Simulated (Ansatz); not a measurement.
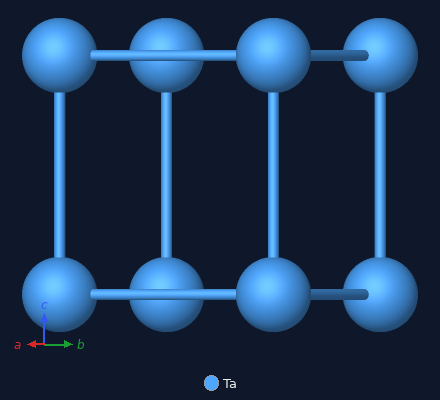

Ta (Pm-3m, No. 221): the end point of a relaxation with Ansatz 0.2.0, DFT, PBE, plane waves (420 eV) with PAW, scalar-relativistic; the starting structure was generated, so it need not be a known form of this composition.

```cif
data_structure
_symmetry_space_group_name_H-M 'Pm-3m'
_symmetry_Int_Tables_number 221
_cell_length_a 2.7422
_cell_length_b 2.7422
_cell_length_c 2.7422
_cell_angle_alpha 90.000
_cell_angle_beta 90.000
_cell_angle_gamma 90.000
_cell_volume 20.62
loop_
_atom_site_label
_atom_site_type_symbol
_atom_site_symmetry_multiplicity
_atom_site_Wyckoff_symbol
_atom_site_fract_x
_atom_site_fract_y
_atom_site_fract_z
_atom_site_occupancy
Ta1 Ta 1 a 0.00000 0.00000 0.00000 1
```

Question: What will an iDPC-like image along [210] show? Simulated as the projected potential of neutral atoms (B = 0.5 Å²) blurred by a 0.50 Å probe, the thin-sample limit of integrated differential phase contrast. Shot noise was added.

Answer: The columns repeat on a rectangular net of 1.23 × 2.74 Å (plane group p2mm). All columns are alike (Ta). The shortest distance between visible columns is 1.23 Å in projection. Along the beam the structure repeats every 6.13 Å.

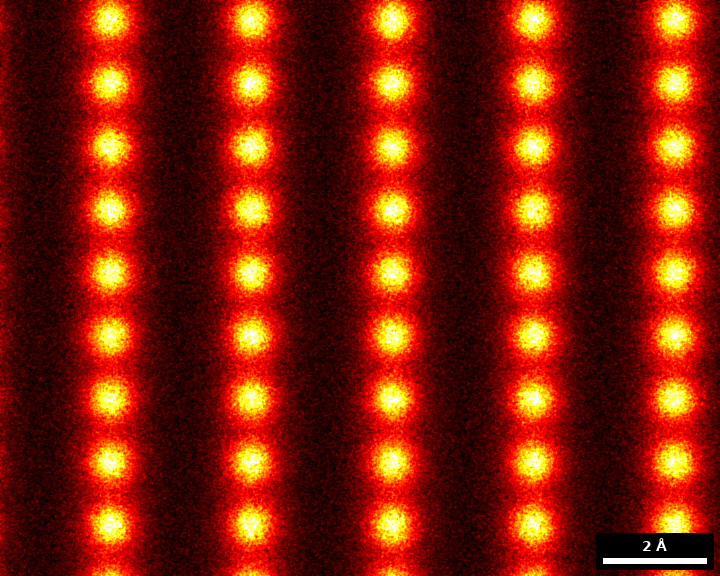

The simulated image.
